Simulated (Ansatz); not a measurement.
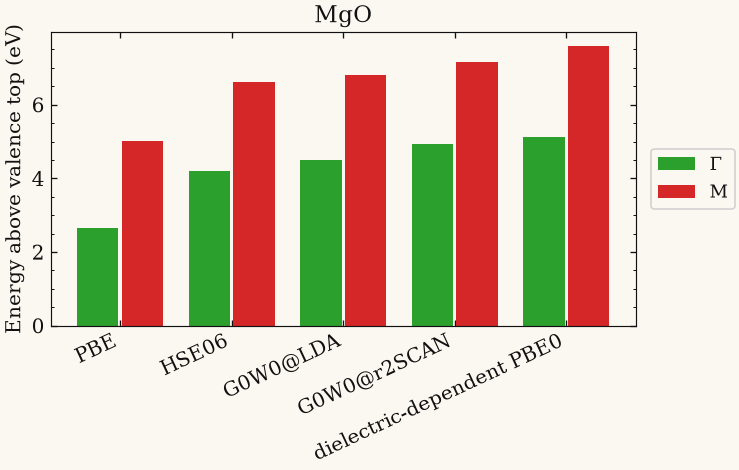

Lowest conduction level at each named k point, counted from the valence-band top at M, by several methods on one cell of CsCl-type MgO, space group Pm-3m, 2 atoms in the cell, relaxed with r2SCAN; cubic a = 2.623 Å. All runs are without spin-orbit coupling and carry no moments. The cell is at 6 GPa in PBE.

### How do the methods rank at Γ?

From low to high: PBE 2.64, HSE06 4.20, G0W0@LDA 4.51, G0W0@r2SCAN 4.93, dielectric-dependent PBE0 5.12 eV.

### Do the methods agree on which of these conduction levels is lowest?

Yes: all put it at Γ.

```
                   method  program  Γ (eV)  M (eV)
                      PBE   Ansatz    2.64    5.02
                    HSE06   Ansatz    4.20    6.63
                 G0W0@LDA   Ansatz    4.51    6.82
              G0W0@r2SCAN   Ansatz    4.93    7.15
dielectric-dependent PBE0   Ansatz    5.12    7.59
```

Settings. PBE: Ansatz PAW set, 10×10×10 k mesh, 420 eV cutoff, Fermi-Dirac smearing of 0.02 eV (Ansatz 0.2.0). HSE06: Ansatz PAW set, 6×6×6 k mesh, 420 eV cutoff, fixed occupations (Ansatz). G0W0@LDA: LDA, Ansatz PAW set, 6×6×6 k mesh, 420 eV cutoff, fixed occupations (Ansatz), G0W0 with empty bands 67, screening cutoff 140 eV and frequency treatment contour deformation. G0W0@r2SCAN: r2SCAN, Ansatz PAW set, 6×6×6 k mesh, 500 eV cutoff, fixed occupations (Ansatz 0.2.0), G0W0 with empty bands 67, screening cutoff 140 eV and frequency treatment contour deformation. dielectric-dependent PBE0: Ansatz PAW set, 6×6×6 k mesh, 420 eV cutoff, fixed occupations (Ansatz).

These are five of the 10 methods that were run on this cell. The usual form of MgO is rocksalt. HSE06, G0W0@LDA, G0W0@r2SCAN and dielectric-dependent PBE0: the PAW data sets were made with another functional. LDA, GGA and most meta-GGA functionals understate gaps. G0W0@LDA: the k mesh is thin for GW. The GW values are at finite bands, cutoffs and mesh, short of the basis limit.
